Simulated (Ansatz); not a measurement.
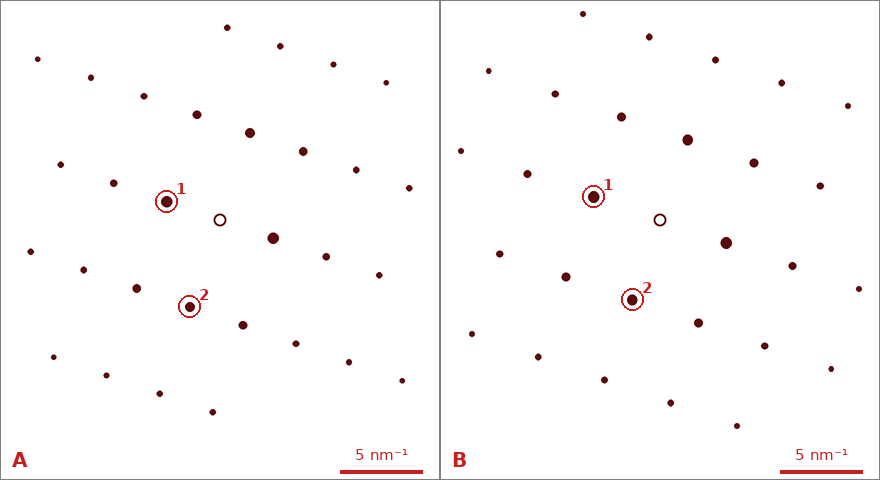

Kinematic electron diffraction patterns (300 kV, B = 0.5 Å², same scale) along [1-10] of the run's own cell, for the start and the end of one relaxation of HfC with Ansatz 0.2.0, DFT PBE, scalar-relativistic, plane waves, PAW. k mesh 12×12×6. The start is a generated model structure, and the relaxation ends in the nearest stationary point of its symmetry, not necessarily the ground state. Spot 1 is 0 0 -2 and spot 2 is 1 1 0 in both.

Start structure:

```
Hf C
1.0
     3.54243    0.00000    0.00000
    -1.77121    3.06783    0.00000
     0.00000    0.00000    5.80167
Hf C
2 2
Direct
  0.66667 0.33333 0.00000
  0.33333 0.66667 0.50000
  0.66667 0.33333 0.62520
  0.33333 0.66667 0.12520
```

**Which pattern belongs to the start structure, and which to the relaxed one?**

A is the start: its cell gives d(1) = 2.901 Å, d(2) = 1.771 Å and an angle of 90.0°. B is the relaxed structure, with d(1) = 2.322 Å (-20.0 %), d(2) = 1.926 Å (+8.7 %) and 90.0°.

**What did the relaxation do to the structure and the energy?**

The volume changed by -5.4 % to 14.91 Å³ an atom; with the mean shift removed, the atoms moved by up to 0.31 Å relative to the cell (Hf most); the space group stayed P6_3mc (No. 186); the free energy fell by 260 meV an atom. Relaxed cell: a = 3.851 Å, b = 3.851 Å, c = 4.643 Å, α = 90.00°, β = 90.00°, γ = 120.00°.
